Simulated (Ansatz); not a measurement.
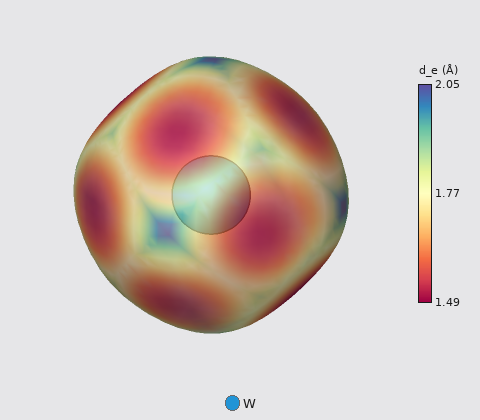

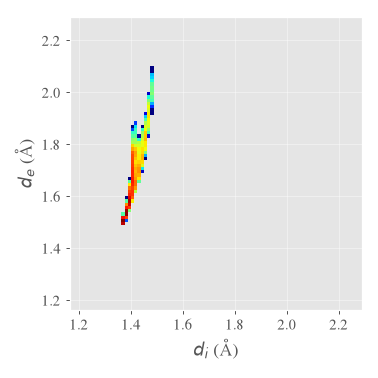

Hirshfeld surface computed for one W atom in W (Fm-3m, No. 225), coloured by d_e. The second picture is its fingerprint plot, coloured by area on a logarithmic scale (blue little, red much).

The surface is where the fragment's share of the procrystal density (the sum of the densities of spherically averaged neutral Hartree-Fock atoms) equals one half. d_i and d_e are the distances from the surface to the nearest nucleus inside and outside. From Rb on the atoms have core potentials, so only their outer electrons count.

Source of the atomic positions: a calculation's input that goes back to an entry of the Crystallography Open Database (an earlier step may have relaxed or displaced it).

```cif
data_structure
_symmetry_space_group_name_H-M 'Fm-3m'
_symmetry_Int_Tables_number 225
_cell_length_a 4.0370
_cell_length_b 4.0370
_cell_length_c 4.0370
_cell_angle_alpha 90.000
_cell_angle_beta 90.000
_cell_angle_gamma 90.000
_cell_volume 65.79
loop_
_atom_site_label
_atom_site_type_symbol
_atom_site_symmetry_multiplicity
_atom_site_Wyckoff_symbol
_atom_site_fract_x
_atom_site_fract_y
_atom_site_fract_z
_atom_site_occupancy
W1 W 4 a 0.00000 0.00000 0.00000 1
```

**What is the shortest distance from the fragment to an atom outside it?**

W–W, 2.85 Å.

**How is the surface shared among contacts (nearest atom inside ··· nearest atom outside)?**

W···W 100 %. The surface faces 12 neighbours with more than 2 % of its area each: 12 W.

**Give the size and shape of the surface.**

It encloses about 11.8 Å³, has an area of about 25 Å² and a globularity of 1.00 (1 for a sphere).

**Where does the fingerprint reach closest to the origin?**

The smallest d_i + d_e is about 2.9 Å, which belongs to the shortest contact, W···W at 2.85 Å; d_e runs from 1.49 to 2.05 Å.
